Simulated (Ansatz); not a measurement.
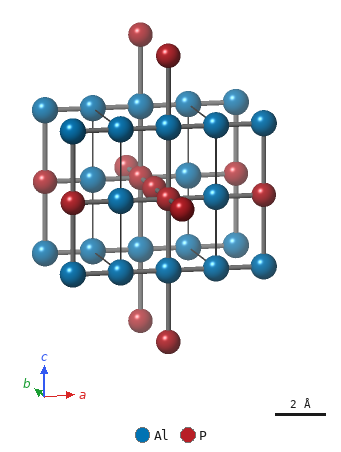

This is the input geometry for a relaxation of a crystal of Al$_{3}$P$_{2}$ (a generated structure, set up in Pmmm) (coarse preliminary run). A ball-and-stick model of the cell of the calculation, seen slightly off an axis.

Theory: DFT PBE, scalar-relativistic, plane waves, PAW (Ansatz 0.2.0).

Input file:
```yaml
crystal:
  lattice:
    - [3.99016064, 0.0, 0.0]
    - [0.0, 4.90865026, 0.0]
    - [0.0, 0.0, 5.9174834]
  atoms:
    - { symbol: Al, position: [0.0, 0.0, 0.5] }
    - { symbol: Al, position: [0.5, 0.0, 0.0] }
    - { symbol: Al, position: [0.0, 0.0, 0.0] }
    - { symbol: P, position: [0.5, 0.5, 0.5] }
    - { symbol: P, position: [0.5, 0.0, 0.5] }
basis:
  ecutwfc: 420
kpoints:
  mp_grid: { grid: [4, 4, 4] }
hamiltonian:
  xc: pbe
scf:
  occupations: { method: gaussian, width: 0.1 }
  lower_state_search: "off"
output:
  forces: true
  stress: true
  eigenvalues: true
relax:
  adjacent_minimum: "off"
  f_tol: 0.04
  max_steps: 70
  cell: { stress_tol: 0.4 }
```

Launched with:
```bash
ansatz run input.yaml --threads 1 --pin off --max-ram 2560MiB --backend cpu --events-out ev --progress --plain --runs-dir out
```

Where does the relaxation end?

Answer. The energy falls by 1284 meV per atom in 9 accepted moves (11 points after the start). All forces vanish by symmetry, so only the cell relaxes. The pressure goes from 22.72 to 0.03 GPa. At 2 points the geometry stayed and the basis and grid were re-selected for the new cell (energy shift of 17.4 meV per atom at most each time). The atoms keep their places relative to the cell (all moves are under 0.005 Å). The drawn cell changes as follows: a 3.990 → 5.208 Å (+30.5 %), b 4.909 → 4.359 Å (−11.2 %), c 5.917 → 5.230 Å (−11.6 %); the volume changes by +2.4 %. Near-neighbour distances that change, for instance: Al1–P5 1.995 → 2.604 Å, Al2–Al3 1.995 → 2.604 Å, Al1–Al3 2.959 → 2.615 Å, Al2–P5 2.959 → 2.615 Å. The space group stays Pmmm (No. 47). Cost: 33 s on 1 thread of Intel(R) Xeon(R) Platinum 8488C (Sapphire Rapids), on a shared host, peak memory 0.42 GiB.

History of the run:

```
step  E − E(0), meV/atom  pressure, GPa  volume, Å³/atom                      note
   0                0.00          22.72           23.180                          
   1             -441.35          12.69           24.158                          
   2             -749.24           6.23           24.587                          
   3             -983.88           3.21           24.336                          
   4            -1148.44           2.27           23.754                          
   5            -1237.85           1.33           23.366                          
   6            -1262.47           0.34           23.411                          
   7            -1262.94          -1.16           24.051                          
   8            -1265.50           0.03           23.534                          
   9            -1282.89           0.53           23.534  same geometry, new basis
  10            -1283.90           0.03           23.745                          
  11            -1283.94           0.03           23.745  same geometry, new basis
```

Final geometry:

```
CELL_PARAMETERS angstrom
5.20770 0.00000 0.00000
0.00000 4.35918 0.00000
0.00000 0.00000 5.22986
ATOMIC_POSITIONS crystal
Al 0.00000 0.00000 0.50000
Al 0.50000 0.00000 0.00000
Al 0.00000 0.00000 0.00000
P 0.50000 0.50000 0.50000
P 0.50000 0.00000 0.50000
```

After the run, drawn alike:

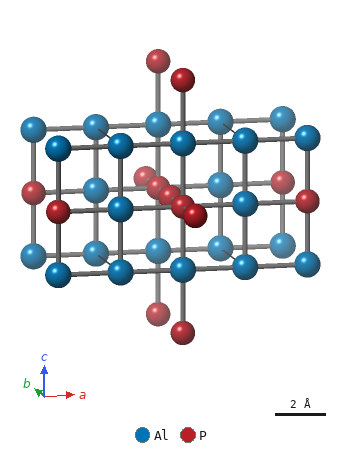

Limits of the set-up: the k-point mesh is coarse for a cell with partly filled bands.
